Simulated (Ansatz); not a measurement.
System: Cs, space group Fd-3m (No. 227) (one of a set of cubic test structures, which need not be the stable phase).

Computed with Ansatz 0.2.0 development build: equation of state of a cubic crystal from periodic Kohn-Sham density functional theory without spin, third-order Birch-Murnaghan fit to the free energies; pressure corrected for the finite basis. Level: PBE.

- structure type: diamond
- atoms in cell: 2
- space group number: 227
- lattice centring: face-centred primitive
- k mesh: 17×17×17
- occupation method: Fermi–Dirac
- occupation width: 0.06123 eV
- wave cutoff: 420 eV
- datasets: soft-1 PAW
- density tolerance: 3.8e−07 eV
- bands: 13
- density cutoff ratio: 4
- search for lower states: default

Predict the energy above the lowest point and pressure against volume. The volume takes the values 177.6, 181.3, 185.1, 188.9, 192.7, 196.5, 200.2 Å³/atom.

A third-order Birch–Murnaghan fit gives V0 = 188.68 Å³/atom, B0 = 0.681 GPa and B′ = 3.1. The energy above the lowest point is 1.51 meV/atom at volume 177.6 Å³/atom and 1.39 meV/atom at 200.2 Å³/atom; the lowest computed point is at volume 188.9 Å³/atom (0.00 meV/atom). The pressure falls from 0.04 GPa at volume 177.6 Å³/atom to −0.04 GPa at 200.2 Å³/atom, and changes sign near 188.9 Å³/atom.

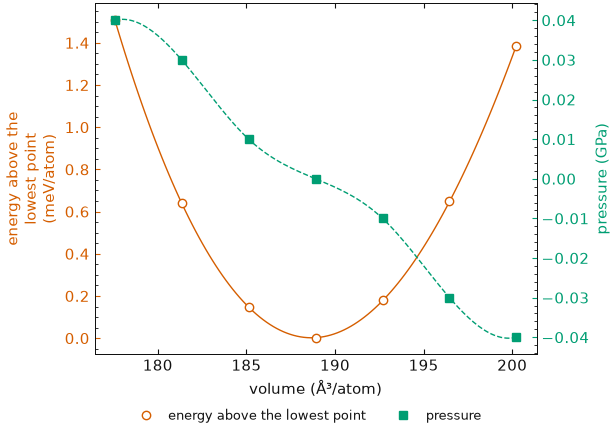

Limits of the calculation: cubic model structure, not the ambient form.
